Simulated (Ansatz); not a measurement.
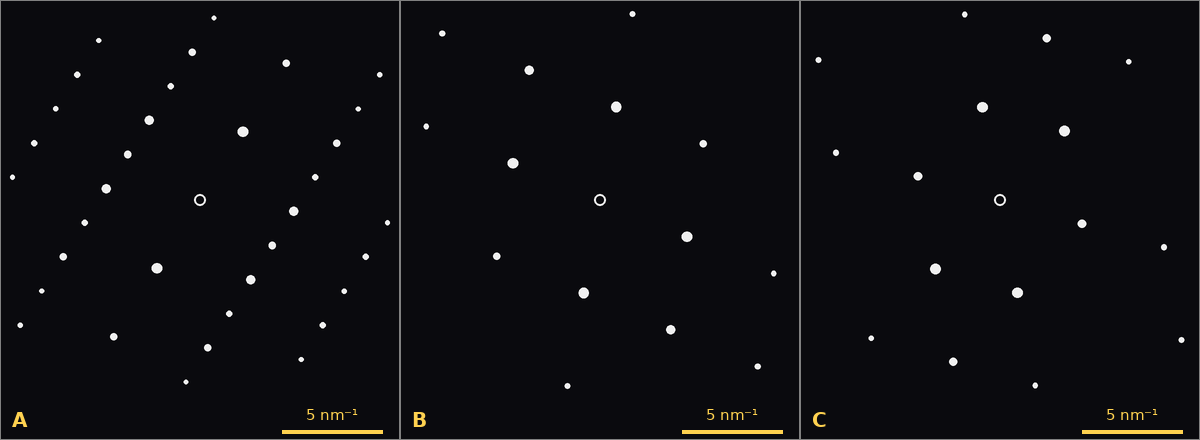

Simulated selected-area electron diffraction patterns (120 kV, kinematic approximation, thin crystal, B = 0.5 Å² for all atoms).

All three come from Mo, space group P6_3/mmc (No. 194), a = 2.707 Å, c = 4.955 Å (hexagonal axes). Structure: the end point of a relaxation at fixed volume with DFT HSE06, scalar-relativistic, plane waves, PAW in Ansatz; the starting structure was generated, so it need not be a known form of this composition.

```tsv
atom	site	symmetry	x	y	z
Mo	2d	-6m2	0.3333	0.6667	0.7500
```

Question: Assign the zone axes [100], [101], [211] to A, B and C.

Answer: A is [100]: rectangular net of 0 0 1 (itself extinct) at d = 4.96 Å and 0 1 0 at d = 2.34 Å, at 90.0°. B is [211]: centred rectangular net of 0 1 -1 at d = 2.12 Å and -1 1 1 at d = 2.12 Å, at 77.0°. C is [101]: centred rectangular net of 0 1 0 at d = 2.34 Å and 1 0 -1 at d = 2.12 Å, at 63.1°.
